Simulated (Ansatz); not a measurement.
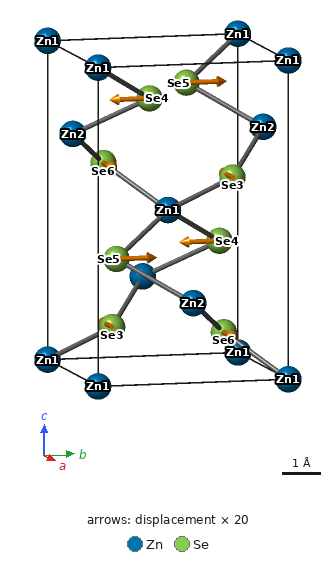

This is a relaxation of a crystal of ZnSe₂ (built on the SiO2-122 type type). The starting structure is drawn; orange arrows show the displacements (the part carried along by the change of the cell is left out), magnified 20 times.

Style: ball-and-stick. Shown: the conventional cell (2 times the calculation's cell), slightly off an axis. Lengths and directions refer to the drawn axes.

Theory: DFT, r2SCAN+rVV10, plane waves, PAW in Ansatz. (plane-wave cutoff 500 eV; k-point mesh 6 × 6 × 6; occupations fermi dirac; smearing width 0.03 eV; no spin polarisation; cell and atoms relaxed; force threshold 0.01 eV/Å; at most 120 steps)

### Atoms of which element are displaced furthest, and by how much?

Selenium: up to 0.056 Å, against 0.000 Å for zinc.

### What did the optimiser do to the structure, and how much energy did it gain?

The energy falls by 7.1 meV per atom in 4 accepted moves (6 points after the start). The largest force component goes from 0.19 to 0.003 eV/Å. The pressure goes from 1.62 to 0.01 GPa. The line search rejected the trial step at point 1 of the run. The SCF was repeated once at an unchanged geometry on a basis and grid sized afresh for the cell, which shifted the energy by 0.1 meV per atom at most. The largest moves relative to the cell, 0.056 Å, are those of Se3, Se4, Se5 and Se6. Se4 goes along −b. Zn stays in place. The volume changes by +3.9 %, with a = b 5.277 → 5.337 Å (+1.1 %), c 8.630 → 8.771 Å (+1.6 %). Some distances before and after: Zn1–Se3 2.463 → 2.452 Å. The space group stays I-42d (No. 122). Cost: 5 min on 2 threads of Intel(R) Xeon(R) Processor @ 2.50GHz (Skylake/Cascade Lake), on a shared host, peak memory 0.96 GiB.
